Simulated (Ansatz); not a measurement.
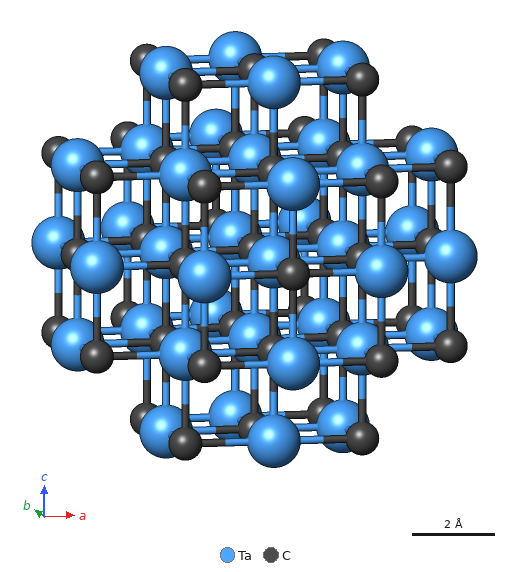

A crystal of TaC (set up in Fm-3m), before the relaxation. The picture is a ball-and-stick view of the conventional cell (4 times the calculation's cell), seen slightly off an axis. Lengths and directions refer to the drawn axes.

Computed with DFT PBE, scalar-relativistic, plane waves, PAW in Ansatz 0.2.0.

Input
```yaml
crystal:
  lattice:
    - [0.0, 2.223, 2.223]
    - [2.223, 0.0, 2.223]
    - [2.223, 2.223, 0.0]
  atoms:
    - { symbol: Ta, position: [0.0, 0.0, 0.0] }
    - { symbol: C, position: [0.5, 0.5, 0.5] }
basis:
  ecutwfc: 420
kpoints:
  mp_grid: { grid: [16, 16, 16] }
hamiltonian:
  xc: pbe
scf:
  occupations: { method: gaussian, width: 0.1 }
output:
  forces: true
  stress: true
  eigenvalues: true
relax:
  adjacent_minimum: "off"
  f_tol: 0.005
  max_steps: 80
  cell: { stress_tol: 0.05 }
```

Run as
```bash
ansatz run input.yaml --threads 2 --pin off --max-ram 5120MiB --backend cpu --events-out ev --progress --plain --runs-dir out
```

> What does the optimiser find from here?

The atoms keep their places relative to the cell (all moves are under 0.005 Å). Cell: a = b = c 4.446 → 4.475 Å (+0.7 %). Volume +2.0 %. Some distances before and after: Ta1–Ta1 3.144 → 3.164 Å, Ta1–C2 2.223 → 2.238 Å. The space group stays Fm-3m (No. 225). The energy falls by 9.0 meV per cell of the calculation in 3 accepted moves (4 points after the start). All forces vanish by symmetry, so only the cell relaxes. The pressure goes from 6.69 to 0.05 GPa. At 1 point the geometry stayed and the basis and grid were re-selected for the new cell (energy shift of 0.9 meV per cell of the calculation at most each time).
